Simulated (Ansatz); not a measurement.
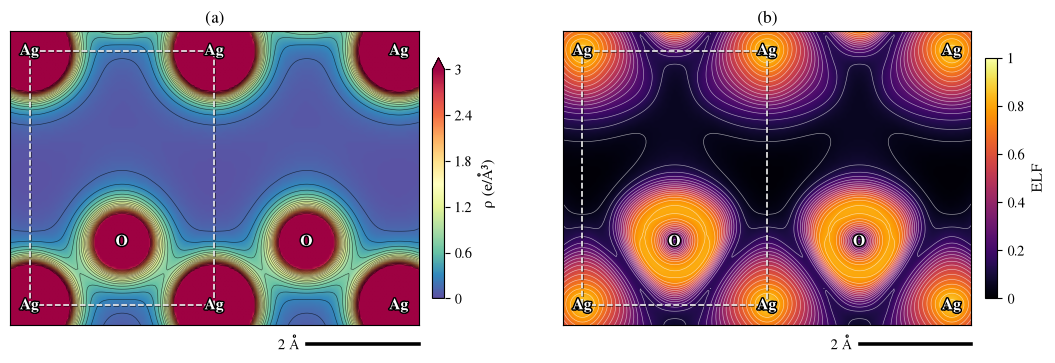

AgO. (a) valence charge density (pseudo); (b) ELF on the (010) plane of the conventional cell.

Space group I-4m2; changed on purpose from its base cell (strain -0.025 along x and y, -0.050 along z, atoms carried along); computed pressure about 32 GPa in this cell; computed without spin polarisation.

Theory: DFT PBEsol, scalar-relativistic, plane waves, PAW (Ansatz 0.2.0).

```yaml
crystal:
  lattice:
    - [2.34780, -2.34780, 0.00000]
    - [2.34780, 2.34780, 0.00000]
    - [0.00000, 0.00000, 4.57520]
  atoms:
    - { symbol: Ag, position: [0.00000, 0.00000, 0.00000] }
    - { symbol: Ag, position: [0.50000, 0.50000, 0.50000] }
    - { symbol: O, position: [0.50000, 0.00000, 0.25000] }
    - { symbol: O, position: [0.00000, 0.50000, 0.75000] }
```

Read the bonding off the picture.

The plane passes through Ag and O nuclei. Ag–O (2.02 Å): ρ is about 0.79 e/Å³ halfway; the ELF peaks at about 0.80 in the valence shell of O, 0.6 Å from its nucleus, and drops to about 0.15 between the two atoms (no localised pair shows between them). Between the atoms the lowest density in this plane is 0.03 e/Å³. The features right at Ag lie inside the PAW spheres, where the map follows smoothed inner orbitals and isn't to be read closely.
